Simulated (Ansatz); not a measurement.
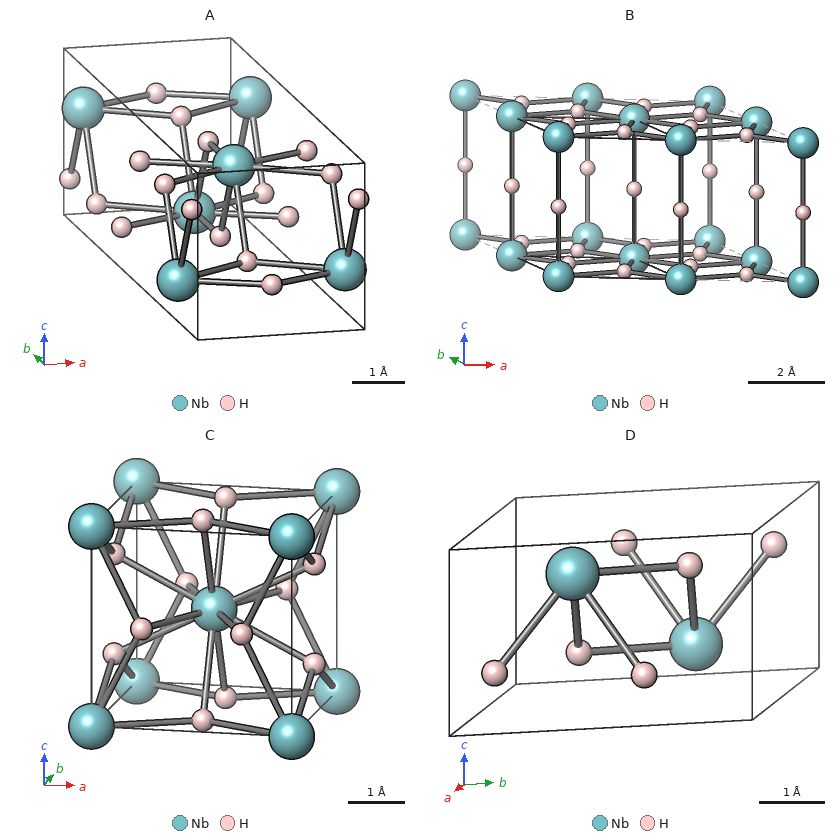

Four structures of NbH₃, each relaxed to rest (conventional cells in solid outline, small ones repeated, each panel with its own scale). Method: Ansatz 0.2.0, DFT PBE, scalar-relativistic, plane waves, PAW, without spin polarisation.

Name the structure in each panel.

Answer. A: 16 atoms a cell on a base-centred orthorhombic lattice, Cmcm; B: 4 atoms a cell on a primitive hexagonal lattice, P6/mmm; C: Cr₃Si (A15) type, Pm-3n; D: 8 atoms a cell on a primitive hexagonal lattice, P6_3/m.

Rank them by energy, lowest first.

Answer. A, then D (+22 meV/atom), C (+156 meV/atom) and B (+215 meV/atom), energies at zero smearing.

Collect the results in a table.

Answer.
| panel | structure | E − E(lowest) (meV/atom) | volume (Å³/atom) | gap (eV) |
| --- | --- | --- | --- | --- |
| A | Cmcm | 0 | 7.2 | metal |
| D | P6_3/m | 22 | 7.8 | metal |
| C | Pm-3n | 156 | 6.3 | metal |
| B | P6/mmm | 215 | 8.8 | metal |

Some of these may be structure types tried for this composition rather than known phases, and the most stable form need not be among them. Gaps are taken on the k-mesh or band path of each run.
